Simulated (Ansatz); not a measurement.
# Ti$_{9}$H (slab): what the fields show

Input

```
crystal:
  lattice:
    - [4.5793473381, 0.0, 0.0]
    - [-2.289673669, 4.8731803173, 0.0]
    - [0.0, 0.0, 20.8008028311]
  atoms:
    - { symbol: Ti, position: [0.5259511637, 0.0519023274, 0.19230027] }
    - { symbol: Ti, position: [0.8311413964, 0.6622827928, 0.2107665519] }
    - { symbol: Ti, position: [0.1363316291, 0.2726632583, 0.229232834] }
    - { symbol: Ti, position: [0.3570925601, 0.7141851202, 0.3030979621] }
    - { symbol: Ti, position: [0.6640847992, 0.3281368264, 0.3193552711] }
    - { symbol: Ti, position: [0.9697449144, 0.9393324533, 0.3378269322] }
    - { symbol: Ti, position: [0.1905287611, 0.3816414126, 0.4115069858] }
    - { symbol: Ti, position: [0.5011079414, 0.0025593214, 0.4254608482] }
    - { symbol: Ti, position: [0.8026484359, 0.605537828, 0.4471367238] }
    - { symbol: H, position: [0.8026484359, 1.355537828, 0.5048939006] }
basis:
  ecutwfc: 420
kpoints:
  mp_grid: { grid: [7, 6, 1] }
hamiltonian:
  xc: pbe
  pseudopotentials: { kind: paw, azcp: { folder: soft_1 } }
scf:
  occupations: { method: gaussian, width: 0.1 }
output:
  forces: true
  eigenvalues: true
  write_density: true
  write_potential: true
  elf: true
  volumetric_format: npy
relax:
  adjacent_minimum: "off"
  f_tol: 0.025
  max_steps: 16
  constraints: [{ sites: [0, 1, 2, 3, 4, 5, 6, 7, 8] }, { sites: [9], fix: xy }]
efield:
  axis: 3
  dipole_correction: true
  ramp_width: 0.04
```

Launched as:

```sh
ansatz run input.yaml --threads 4 --pin off --max-ram 12288MiB --backend cpu --events-out ev --progress --plain --runs-dir out
```

The fields are those of the run's last geometry, not of the input's.

A point of a scan over the structure, not its minimum; not relaxed (largest force 1.5 eV/Å); computed without spin polarisation; PAW files of the earlier set (soft_1).

Level of theory: DFT PBE, scalar-relativistic, plane waves, PAW (Ansatz).

The density is the valence pseudo-density of a PAW calculation; it isn't the true density close to the nuclei.

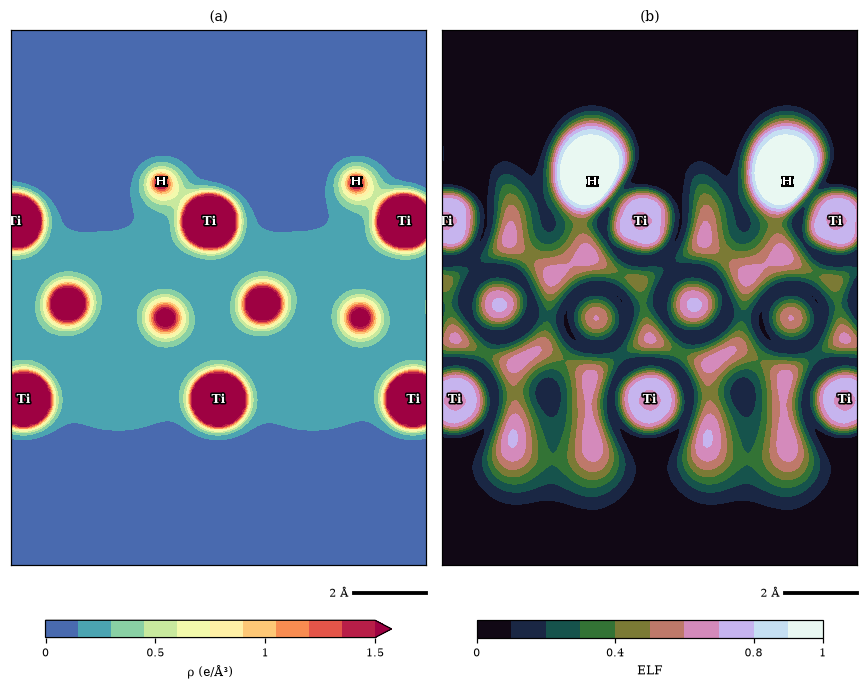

Figure 1. (a) valence charge density (pseudo); (b) electron localisation function on the (100) plane of the calculation cell, a cut from vacuum to vacuum.

Interpret the plot.

- The plane passes through Ti and H nuclei.
- Atoms just off the plane (Ti, 0.6 Å away) can leave unmarked features too.
- Ti–H (1.73 Å): ρ is about 0.87 e/Å³ halfway; the ELF climbs to about 1 towards the hydrogen.
- The density dies away to nearly zero in the vacuum.
- The features right at Ti lie inside the PAW spheres, where the map follows smoothed inner orbitals and isn't to be read closely.

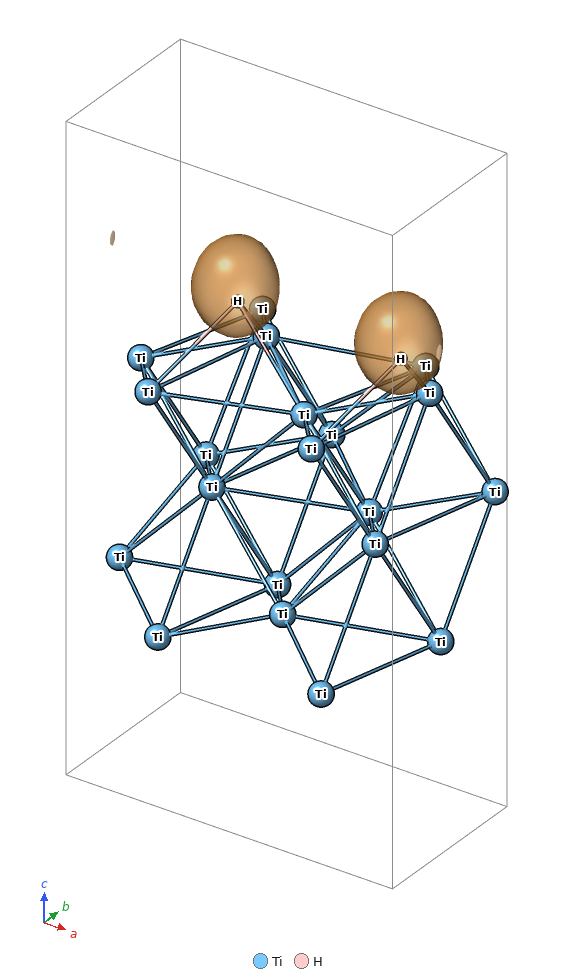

Figure 2. Isosurface of the electron localisation function at 0.9 (orange), seen slightly off an axis. Core shells and regions of very low density are left out. Sticks mark near contacts.

Where are the electrons localised?

At this value the surface marks out one region around a hydrogen nucleus, counted in one cell of 10 atoms. Counts are for one cell; the picture repeats the cell along the surface.


 Ti–Ti (2.64 Å): the ELF is about 0.10 at the midpoint; no shared electron pair shows on this line.

Does the calculation give a band gap?

It is metallic or semimetallic at this level of theory: no gap opens.
